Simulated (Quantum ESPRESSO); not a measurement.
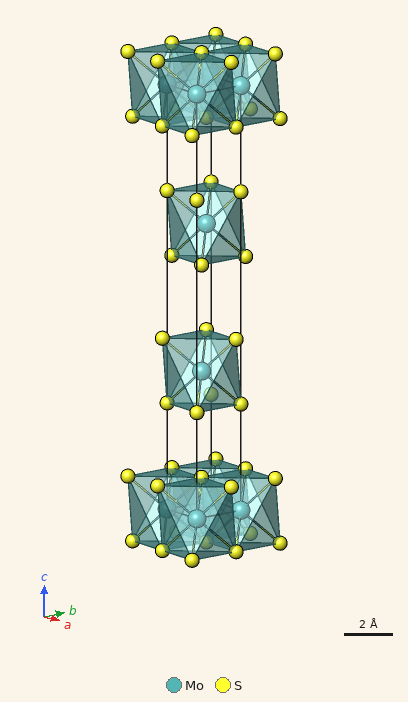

Fig. 1: The input geometry (polyhedral view of the cell 3 times as large as that of the calculation, set on its symmetry axes, seen slightly off an axis; polyhedra are completed across the faces of the cell). An atom can appear more than once, as a periodic image.

## MoS2: single-point calculation

The run: single-point calculation of MoS2 (R-3m, 3 atoms in the cell). Method and program: Kohn-Sham DFT of a periodic cell, PBEsol, GBRV 1.5 PBEsol, no spin polarisation (Quantum ESPRESSO 7.5).

The structure derives from an entry of the Crystallography Open Database. The volume is scaled by 0.96.

Input file:
```
&CONTROL
  calculation = 'scf'
  prefix = 'pwscf'
  outdir = './tmp'
  pseudo_dir = './pseudo'
  tstress = .true.
  disk_io = 'nowf'
/
&SYSTEM
  ibrav = 0
  nat = 3
  ntyp = 2
  ecutwfc = 45
  ecutrho = 360
  nbnd = 20
  occupations = 'smearing'
  smearing = 'fd'
  degauss = 0.00367493
/
&ELECTRONS
  conv_thr = 6d-10
  electron_maxstep = 120
  mixing_beta = 0.5
/
ATOMIC_SPECIES
Mo    95.9500 mo_pbesol_v1.uspp.F.UPF
S     32.0600 s_pbesol_v1.4.uspp.F.UPF
CELL_PARAMETERS angstrom
   1.5640716975    0.9030172156    6.0323514456
  -1.5640716975    0.9030172156    6.0323514456
   0.0000000000   -1.8060344312    6.0323514456
ATOMIC_POSITIONS crystal
Mo     0.0000000000    0.0000000000    0.0000000000
S      0.2500000000    0.2500000000    0.2500000000
S      0.7500000000    0.7500000000    0.7500000000
K_POINTS automatic
10 10 10 0 0 0
```

Run on 2 threads of AMD EPYC (Zen 5), 16 GiB of memory available, shared host.

Launch command:
```bash
OMP_NUM_THREADS=1 mpirun -n 2 pw.x -nk 2 -in pw.in > pw.out
```

Log:
```
This program is part of the open-source Quantum ESPRESSO suite
     for quantum simulation of materials; please cite
         "P. Giannozzi et al., J. Phys.:Condens. Matter 21 395502 (2009);
         "P. Giannozzi et al., J. Phys.:Condens. Matter 29 465901 (2017);
         "P. Giannozzi et al., J. Chem. Phys. 152 154105 (2020);
          URL
     in publications or presentations arising from this work. More details at

     Message from routine setup:
     using ibrav=0 with symmetry is DISCOURAGED, use correct ibrav instead

     K-points division:     npool     =       2
     Subspace diagonalization in iterative solution of the eigenvalue problem:
     a serial algorithm will be used

     G-vector sticks info
     --------------------
     sticks:   dense  smooth     PW     G-vecs:    dense   smooth      PW
     Sum        1941     981    335                39741    14065    2801

     Using Slab Decomposition

     bravais-lattice index     =            0
     lattice parameter (alat)  =      11.8994  a.u.
     unit-cell volume          =     344.9746 (a.u.)^3
     number of atoms/cell      =            3
     number of atomic types    =            2
     number of electrons       =        26.00
     number of Kohn-Sham states=           20
     kinetic-energy cutoff     =      45.0000  Ry
     charge density cutoff     =     360.0000  Ry
     scf convergence threshold =      6.0E-10
     mixing beta               =       0.5000
     number of iterations used =            8  plain     mixing
     Exchange-correlation= SLA  PW   PSX  PSC
                           (   1   4  10   8   0   0   0)

     celldm(1)=  11.899428  celldm(2)=   0.000000  celldm(3)=   0.000000
     celldm(4)=   0.000000  celldm(5)=   0.000000  celldm(6)=   0.000000

     crystal axes: (cart. coord. in units of alat)
               a(1) = (   0.248387   0.143406   0.957987 )
               a(2) = (  -0.248387   0.143406   0.957987 )
               a(3) = (   0.000000  -0.286813   0.957987 )

     reciprocal axes: (cart. coord. in units 2 pi/alat)
               b(1) = (  2.012985  1.162197  0.347952 )
               b(2) = ( -2.012985  1.162197  0.347952 )
               b(3) = (  0.000000 -2.324395  0.347952 )

     PseudoPot. # 1 for Mo read from file:
     mo_pbesol_v1.uspp.F.UPF
     Pseudo is Ultrasoft + core correction, Zval = 14.0
     Generated by new atomic code, or converted to UPF format
     Using radial grid of  889 points,  6 beta functions with:
                l(1) =   0
                l(2) =   0
                l(3) =   1
                l(4) =   1
                l(5) =   2
                l(6) =   2
     Q(r) pseudized with  6 coefficients,  rinner =    1.000   1.000   1.000
                                                       1.000   1.000

     PseudoPot. # 2 for S  read from file:
     s_pbesol_v1.4.uspp.F.UPF
     Pseudo is Ultrasoft + core correction, Zval =  6.0
     Generated by new atomic code, or converted to UPF format
     Using radial grid of  907 points,  6 beta functions with:
                l(1) =   0
                l(2) =   0
                l(3) =   1
                l(4) =   1
                l(5) =   2
                l(6) =   2
     Q(r) pseudized with  8 coefficients,  rinner =    1.300   1.300   1.300
                                                       1.300   1.300

     atomic species   valence    mass     pseudopotential
     Mo               14.00    95.95000     Mo( 1.00)
     S                 6.00    32.06000     S ( 1.00)

     12 Sym. Ops., with inversion, found

   Cartesian axes

     site n.     atom                  positions (alat units)
         1        Mo     tau(   1) = (   0.0000000   0.0000000   0.0000000  )
         2        S      tau(   2) = (   0.0000000   0.0000000   0.7184899  )
         3        S      tau(   3) = (   0.0000000   0.0000000   2.1554698  )

     number of k points=   116  Fermi-Dirac smearing, width (Ry)=  0.0037

     Number of k-points >= 100: set verbosity='high' to print them.

     Dense  grid:    39741 G-vectors     FFT dimensions: (  72,  72,  72)

     Smooth grid:    14065 G-vectors     FFT dimensions: (  54,  54,  54)

     Initial potential from superposition of free atoms

     starting charge      25.9990, renormalised to      26.0000
     Starting wfcs are   21 randomized atomic wfcs

     Self-consistent Calculation

     iteration #  1     ecut=    45.00 Ry     beta= 0.50
     Davidson diagonalization with overlap
     ethr =  1.00E-02,  avg # of iterations =  5.1

     Threshold (ethr) on eigenvalues was too large:
     Diagonalizing with lowered threshold

     Davidson diagonalization with overlap
     ethr =  3.90E-04,  avg # of iterations =  3.0

     total energy              =    -187.47609484 Ry
     estimated scf accuracy    <       0.11329974 Ry

     iteration #  2     ecut=    45.00 Ry     beta= 0.50
     Davidson diagonalization with overlap
     ethr =  4.36E-04,  avg # of iterations =  2.9

     total energy              =    -187.47585505 Ry
     estimated scf accuracy    <       0.15124323 Ry

     iteration #  3     ecut=    45.00 Ry     beta= 0.50
     Davidson diagonalization with overlap
     ethr =  4.36E-04,  avg # of iterations =  2.0

     total energy              =    -187.50453046 Ry
     estimated scf accuracy    <       0.02774382 Ry

     iteration #  4     ecut=    45.00 Ry     beta= 0.50
     Davidson diagonalization with overlap
     ethr =  1.07E-04,  avg # of iterations =  1.1

     total energy              =    -187.50802028 Ry
     estimated scf accuracy    <       0.00059347 Ry

     iteration #  5     ecut=    45.00 Ry     beta= 0.50
     Davidson diagonalization with overlap
     c_bands:  1 eigenvalues not converged
     ethr =  2.28E-06,  avg # of iterations =  7.3

     total energy              =    -187.50811825 Ry
     estimated scf accuracy    <       0.00001975 Ry

     iteration #  6     ecut=    45.00 Ry     beta= 0.50
     Davidson diagonalization with overlap
     ethr =  7.60E-08,  avg # of iterations =  4.2

     total energy              =    -187.50813091 Ry
     estimated scf accuracy    <       0.00000122 Ry

     iteration #  7     ecut=    45.00 Ry     beta= 0.50
     Davidson diagonalization with overlap
     ethr =  4.69E-09,  avg # of iterations =  3.2

     total energy              =    -187.50813134 Ry
     estimated scf accuracy    <       0.00000006 Ry

     iteration #  8     ecut=    45.00 Ry     beta= 0.50
     Davidson diagonalization with overlap
     ethr =  2.18E-10,  avg # of iterations =  4.1

     total energy              =    -187.50813138 Ry
     estimated scf accuracy    <          6.8E-09 Ry

     iteration #  9     ecut=    45.00 Ry     beta= 0.50
     Davidson diagonalization with overlap
     ethr =  2.63E-11,  avg # of iterations =  2.2

     End of self-consistent calculation

     Number of k-points >= 100: set verbosity='high' to print the bands.

     the Fermi energy is    11.9322 ev

!    total energy              =    -187.50813138 Ry
     estimated scf accuracy    <          2.7E-10 Ry
     smearing contrib. (-TS)   =      -0.00042920 Ry
     internal energy E=F+TS    =    -187.50770218 Ry

     The total energy is F=E-TS. E is the sum of the following terms:
     one-electron contribution =     -84.42905530 Ry
     hartree contribution      =      53.98290622 Ry
     xc contribution           =     -36.14340079 Ry
     ewald contribution        =    -120.91815232 Ry

     convergence has been achieved in   9 iterations

     Computing stress (Cartesian axis) and pressure

          total   stress  (Ry/bohr**3)                   (kbar)     P=       95.11
   0.00050449   0.00000000   0.00000000           74.21        0.00        0.00
  -0.00000000   0.00050449  -0.00000000           -0.00       74.21       -0.00
   0.00000000  -0.00000000   0.00093069            0.00       -0.00      136.91

=------------------------------------------------------------------------------=
   JOB DONE.
=------------------------------------------------------------------------------=
```

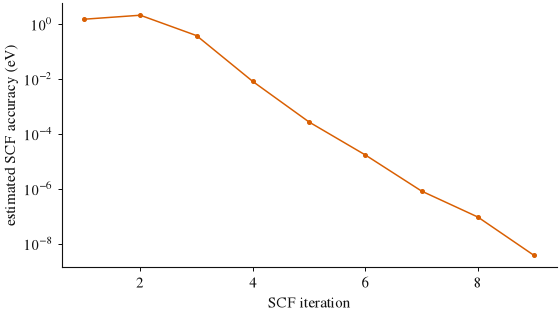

Fig. 2: Convergence of the self-consistent field: estimated SCF accuracy against the iteration. The field takes 9 iterations in all.

Key numbers:

```csv
quantity,value
outcome,converged
space group (tolerance 0.01 Å),R-3m (166)
electrons treated,26
free energy,−2551.1781 eV
Fermi energy,11.932 eV
gap on the k-point mesh,none (metallic)
pressure,9.51 GPa
wall time,38 s (CPU time 76 s)
peak memory,0.36 GiB
```
